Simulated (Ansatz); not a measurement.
**ScAl: density, localisation and related maps**

The calculation's input:

```
crystal:
  lattice:
    - [3.3690951253, 0.0, 0.0]
    - [0.0, 3.3690951253, 0.0]
    - [0.0, 0.0, 3.3690951253]
  atoms:
    - { symbol: Sc, position: [0.4777322324, 0.5, 0.5] }
    - { symbol: Al, position: [0.0371019503, 0.0, 0.0] }
basis:
  ecutwfc: 500
kpoints:
  mp_grid: { grid: [18, 18, 18] }
hamiltonian:
  xc: r2scan
scf:
  occupations: { method: gaussian, width: 0.15 }
output:
  forces: true
  stress: true
  eigenvalues: true
  write_density: true
  write_potential: true
  elf: true
  volumetric_format: npy
```

Launched as:

```sh
ansatz run input.yaml --threads 2 --pin off --max-ram 5120MiB --backend cpu --events-out ev --progress --plain --runs-dir out
```

Below, planes, directions and counts refer to the conventional cell (a = 3.37 Å, b = 3.37 Å, c = 3.37 Å, α = 90.00°, β = 90.00°, γ = 90.00°).

Space group P4mm; a structure from a database of computed crystals, not necessarily the ambient phase; not relaxed (largest force 1.1 eV/Å).

Computed with DFT r2SCAN, scalar-relativistic, plane waves, PAW in Ansatz 0.2.0.

The density is the valence pseudo-density of a PAW calculation; it isn't the true density close to the nuclei.

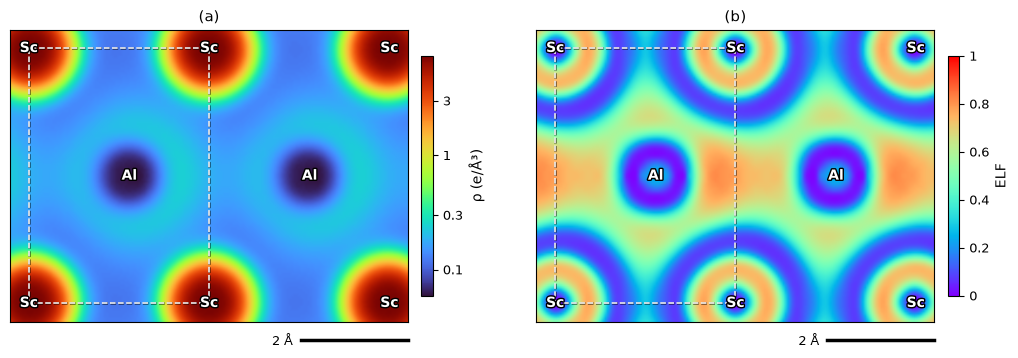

Figure 1. (a) valence electron density; (b) electron localisation function on the (110) plane of the conventional cell.

> Read the bonding off the picture.

- The plane passes through Sc and Al nuclei.
- Sc–Al (2.81 Å): the density is about 0.18 e/Å³ at the midpoint; the ELF peaks at about 0.60 in the valence shell of Al, 1.1 Å from its nucleus, and is about 0.30 at the midpoint (no localised pair shows between them).
- Sc–Al (3.04 Å): the density is about 0.14 e/Å³ at the midpoint; the ELF peaks at about 0.60 in the valence shell of Al, 1.1 Å from its nucleus, and is about 0.30 at the midpoint.
- Between the atoms the lowest density in this plane is 0.12 e/Å³.
- The features right at Sc lie inside the PAW spheres, where the map follows smoothed inner orbitals and isn't to be read closely.

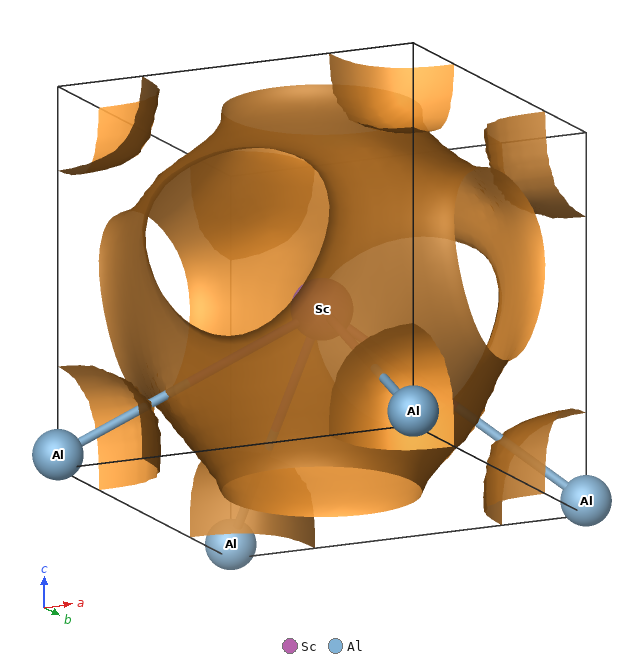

Figure 2. Isosurface of the electron localisation function at 0.55 (orange), seen at an oblique angle. Core shells and regions of very low density are left out. Sticks mark near contacts.

> Identify the bonds, lone pairs and shells in this picture.

At this value the surface marks out one network that runs through the whole crystal, counted in one cell of 2 atoms. Any copies at cell faces, edges or corners count once.

> Metal or insulator at this level of theory?

It is metallic or semimetallic at this level of theory: no gap opens.
